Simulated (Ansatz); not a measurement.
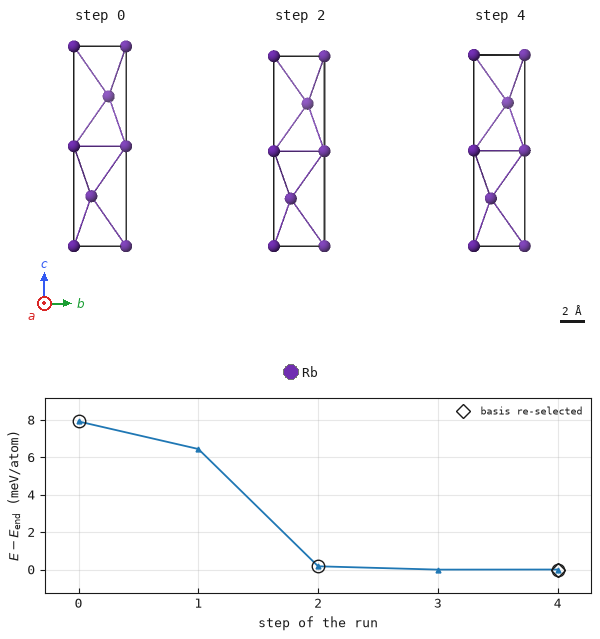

Frames of a relaxation of crystalline Rb (set up in P6_3/mmc), marked on the history of the run. The picture is a ball-and-stick view of the cell of the calculation, seen along the a axis.

Level of theory: DFT PBE+D3(BJ), scalar-relativistic, plane waves, PAW (Ansatz 0.2.0).

Input file:
```yaml
crystal:
  lattice:
    - [5.0887797778, 0.0, 0.0]
    - [-2.5443898889, 4.4070125619, 0.0]
    - [0.0, 0.0, 16.88372588]
  atoms:
    - { symbol: Rb, position: [0.0, 0.0, 0.0] }
    - { symbol: Rb, position: [0.33333333, 0.66666667, 0.75] }
    - { symbol: Rb, position: [0.0, 0.0, 0.5] }
    - { symbol: Rb, position: [0.66666667, 0.33333333, 0.25] }
basis:
  ecutwfc: 420
kpoints:
  mp_grid: { grid: [12, 12, 4] }
hamiltonian:
  xc: pbe
  dispersion: d3bj
scf:
  occupations: { method: gaussian, width: 0.1 }
output:
  forces: true
  stress: true
  eigenvalues: true
  write_density: true
  write_potential: true
  elf: true
  volumetric_format: npy
relax:
  adjacent_minimum: "off"
  f_tol: 0.005
  max_steps: 80
  cell: { stress_tol: 0.05 }
```

Run as
```bash
ansatz run input.yaml --threads 1 --pin off --max-ram 2560MiB --backend cpu --events-out ev --progress --plain --runs-dir out
```

Question: What happens along the run?

Answer: After 3 accepted moves (4 points after the start) the energy has fallen by 7.9 meV per atom. All forces vanish by symmetry, so only the cell relaxes. Pressure: −0.25 GPa at the start and 0.00 GPa at the end. The SCF was repeated once at an unchanged geometry on a basis and grid sized afresh for the cell, which shifted the energy by less than 0.05 meV per atom at most. The atoms keep their places relative to the cell (all moves are under 0.005 Å). Cell: a = b 5.089 → 4.956 Å (−2.6 %), c 16.884 → 16.161 Å (−4.3 %). Volume −9.2 %. Near-neighbour distances that change, for instance: Rb1–Rb2 5.143 → 4.951 Å, Rb1–Rb1 5.089 → 4.956 Å. The space group stays P6_3/mmc (No. 194). The run took 100 s on 1 thread of Arm Neoverse V2 (shared host), peak memory 0.71 GiB. From step 0 to 2: volume −10.7 %, energy −7.7 meV per atom. From step 2 to 4: volume +1.6 %, energy −0.2 meV per atom.
